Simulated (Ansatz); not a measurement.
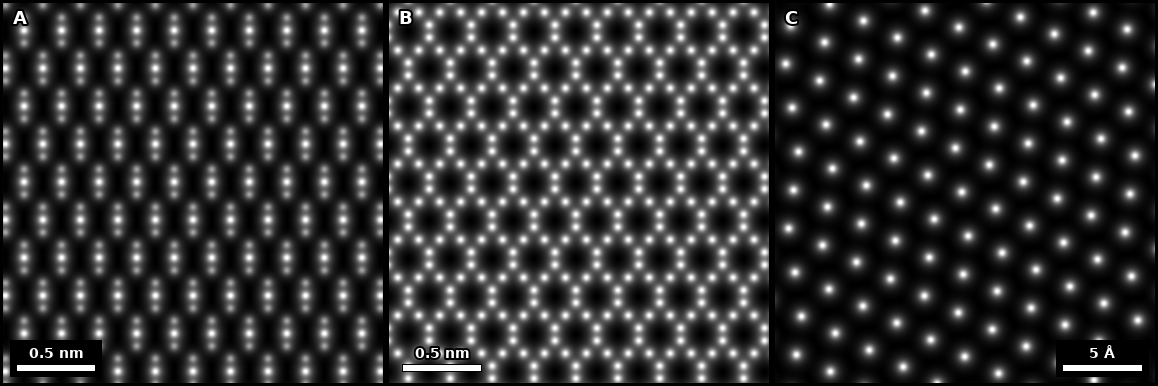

Three views of Pt (P6_3/mmc, No. 194) along different zone axes. Computed as the sum of neutral-atom potentials (tabulated electron scattering factors, B = 0.3 Å²) projected along the beam and smoothed by 0.25 Å; brighter is more positive. The display is stretched by a gamma of 0.7; percentages refer to the linear signal. Model: a calculation's starting geometry; the starting structure was generated, so it need not be a known form of this composition.

```
CELL_PARAMETERS angstrom
2.80655 0.00000 0.00000
-1.40327 2.43054 0.00000
0.00000 0.00000 9.37611
ATOMIC_POSITIONS crystal
Pt 0.00000 0.00000 0.00000
Pt 0.00000 0.00000 0.50000
Pt 0.33333 0.66667 0.25000
Pt 0.66667 0.33333 0.75000
```

Match the panels to the zone axes [100], [101] and [201].

Answer. A is [201]: projected cell 2.41 × 2.71 Å, 116°, plane group c2mm. B is [101]: projected cell 2.69 × 2.78 Å, 119°, plane group c2mm. C is [100]: projected cell 2.43 × 9.38 Å, 90°, plane group p2mg.
